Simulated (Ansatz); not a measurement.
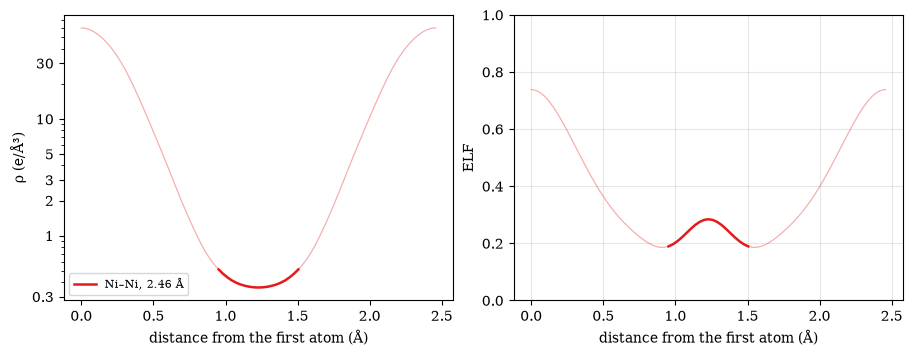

The picture shows: Ni. Valence electron density and ELF along straight lines between neighbouring atoms. Thin, pale parts lie inside the atomic spheres.

Space group Fm-3m; a structure from a database of computed crystals, not necessarily the ambient phase; computed pressure about 38 GPa in this cell; spin-polarised.

Method: Kohn-Sham DFT of a periodic cell, PBE, Ansatz PAW in Ansatz 0.2.0.

In a PAW calculation such maps are meaningful between the atoms, not at the nuclei.

```yaml
crystal:
  lattice:
    - [3.47515, 0.00000, 0.00000]
    - [0.00000, 3.47515, 0.00000]
    - [0.00000, 0.00000, 3.47515]
  atoms:
    - { symbol: Ni, position: [0.00000, 0.00000, 0.00000] }
    - { symbol: Ni, position: [0.50000, 0.50000, 0.00000] }
    - { symbol: Ni, position: [0.50000, 0.00000, 0.50000] }
    - { symbol: Ni, position: [0.00000, 0.50000, 0.50000] }
```

Question: What can be read from the curves?

Answer: Ni–Ni (2.46 Å): the density is about 0.36 e/Å³ at the midpoint; the ELF is about 0.30 at the midpoint; no shared electron pair shows on this line.
